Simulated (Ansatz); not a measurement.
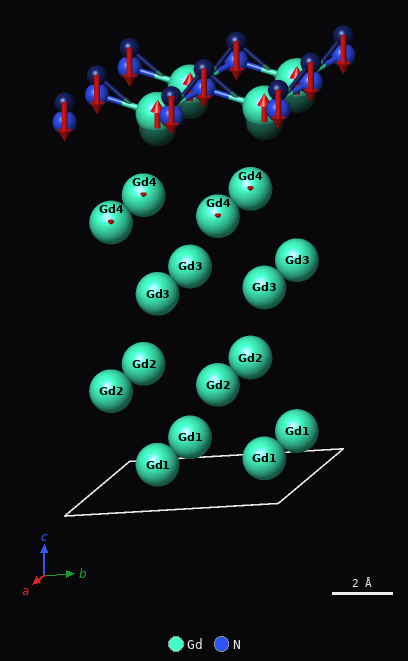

This is a constrained relaxation of a slab of composition Gd5N (cut from the P6_3/mmc phase). The starting structure is drawn faded, the final one solid; red arrows show the displacements, 2 times their true length.

The picture is a ball-and-stick view of the 2 × 2 repeat of the cell, outlined in the plane, without the vacuum, seen slightly off an axis.

The slab is the (0 0 1) face of Gd with N on it. 2 atoms are held fixed.

All numbers below come from Ansatz 0.2.0, DFT PBE+U, scalar-relativistic, plane waves, PAW.

Input
```yaml
crystal:
  lattice:
    - [3.6515676241, 0.0, 0.0]
    - [-1.8257838121, 3.1623503261, 0.0]
    - [0.0, 0.0, 30.7056920173]
  atoms:
    - { symbol: Gd, position: [0.3333333333, 0.6666666667, 0.2768216393], spin: 8.39 }
    - { symbol: Gd, position: [0.6666666667, 0.3333333333, 0.3721271938], spin: 8.23 }
    - { symbol: Gd, position: [0.3333333333, 0.6666666667, 0.4680977266], spin: 8.25 }
    - { symbol: Gd, position: [0.6666666667, 0.3333333333, 0.5641222731], spin: 8.18 }
    - { symbol: Gd, position: [0.3333333333, 0.6666666667, 0.6555707308], spin: 8.34 }
    - { symbol: "N", position: [0.0, 0.0, 0.7089810236], spin: 3.0 }
basis:
  ecutwfc: 420
kpoints:
  mp_grid: { grid: [9, 9, 1] }
hamiltonian:
  xc: pbe
  hubbard: { sites: [{ species: Gd, l: f, u_eff: 6.0 }] }
scf:
  occupations: { method: gaussian, width: 0.1 }
  lower_state_search: "off"
output:
  forces: true
  eigenvalues: true
  populations: true
  write_density: true
  write_potential: true
  elf: true
  volumetric_format: npy
magnetization:
  spin_polarized: true
relax:
  adjacent_minimum: "off"
  f_tol: 0.03
  max_steps: 70
  constraints: [{ sites: [0, 1] }]
efield:
  axis: 3
  dipole_correction: true
  ramp_width: 0.04
```

Launched with:
```bash
ansatz run input.yaml --threads 4 --pin off --max-ram 10240MiB --backend cpu --events-out ev --progress --plain --runs-dir out
```

**Which element moves most?**

Nitrogen: up to 0.67 Å, against 0.49 Å for gadolinium.

**Describe the change and its energy.**

The atom that moves furthest is N6 (0.67 Å along the normal (−c)). By element the largest moves are N 0.67 Å, Gd 0.49 Å. The cell stays as it was. Some distances before and after: Gd5–N6 2.671 → 2.161 Å, Gd4–Gd5 3.511 → 3.976 Å, Gd3–Gd4 3.625 → 3.545 Å. Bond angles that change, for instance: N6–Gd5–N6 86.2° → 115.3°, Gd5–N6–Gd5 86.2° → 115.3°. Over 5 geometry steps the energy falls by 3.267 eV per cell of the calculation. The largest force component goes from 4.2 to 0.017 eV/Å. The run may lie on a higher electronic state than the lowest, so the end point isn't shown to be the ground-state structure.

Limits of the set-up: the periodic images lie only 3.7 Å apart, so the values are limited by the cell's size.
